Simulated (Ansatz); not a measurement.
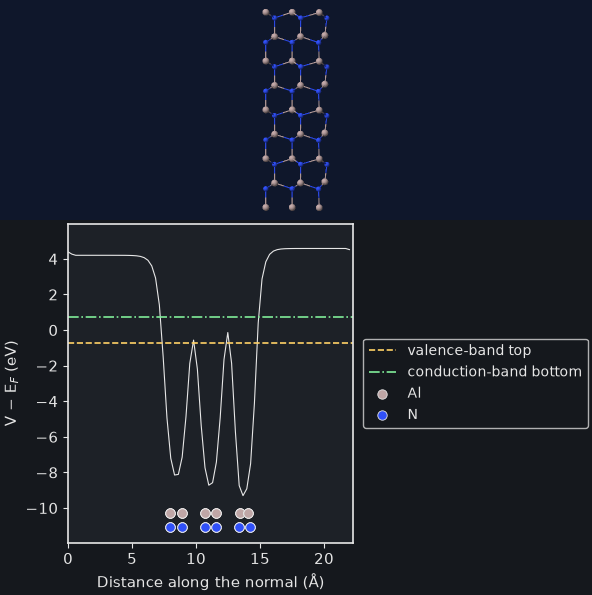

Plane-averaged electrostatic potential energy of an electron across the slab; circles at the bottom mark the heights of the atoms (positions after relaxation). The structure is drawn too.

Structure: a (100) slab cut from AlN (P6_3mc), ended by AlN planes, 48 atoms in the cell.

Method: DFT PBE+D3(BJ), scalar-relativistic, plane waves, PAW, no spin polarisation, 3×2×1 k mesh (Ansatz 0.2.0).

What are the ionisation potential and the electron affinity of the slab?

From the vacuum level at the right face the ionisation potential is 5.33 eV and the electron affinity 3.84 eV; at the left face they are 4.95 and 3.45 eV. The slab's gap, their difference before rounding, is 1.49 eV.

Do the two faces differ, and what does that say about the slab's dipole?

The vacuum levels differ by 0.38 eV, so the slab carries a dipole along its normal. Some atoms were held fixed in the relaxation, which can itself make the faces differ.

How thick are slab and vacuum?

The outermost atoms are 6.2 Å apart, which leaves 16.0 Å of vacuum in a cell 22.3 Å high.
